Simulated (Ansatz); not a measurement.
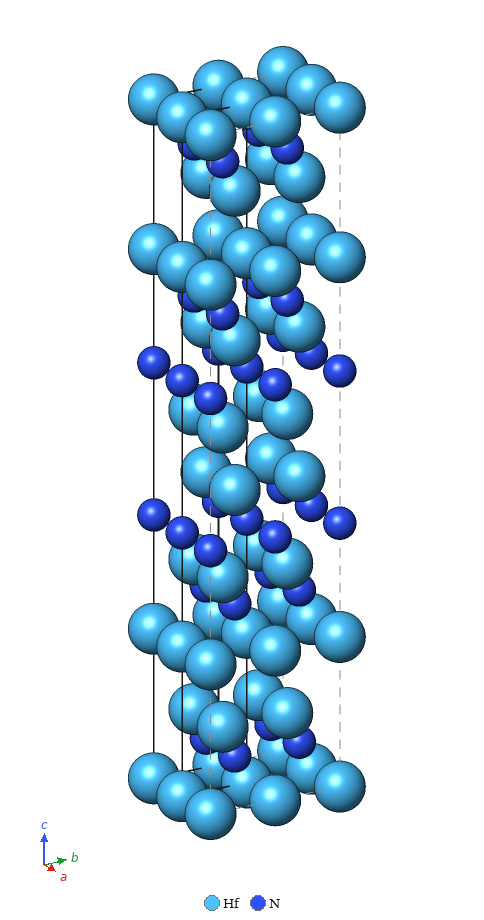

This spheres-only model is shown slightly off an axis. The solid box is one conventional unit cell, and 2×2×1 cells are shown.

Give a description of the structure.

Chemical formula Hf₃N₂. The lattice is rhombohedral (trigonal R) and the space group R-3m (No. 166). The cell comprises 3 formula units: 9 Hf, 6 N.

The cell started as a structure listed in the Materials Project. Earlier steps of the study, as a rule a relaxation of our own, may have changed the cell and positions, so they can lie some per cent off the listed ones. It went into a calculation with Ansatz.
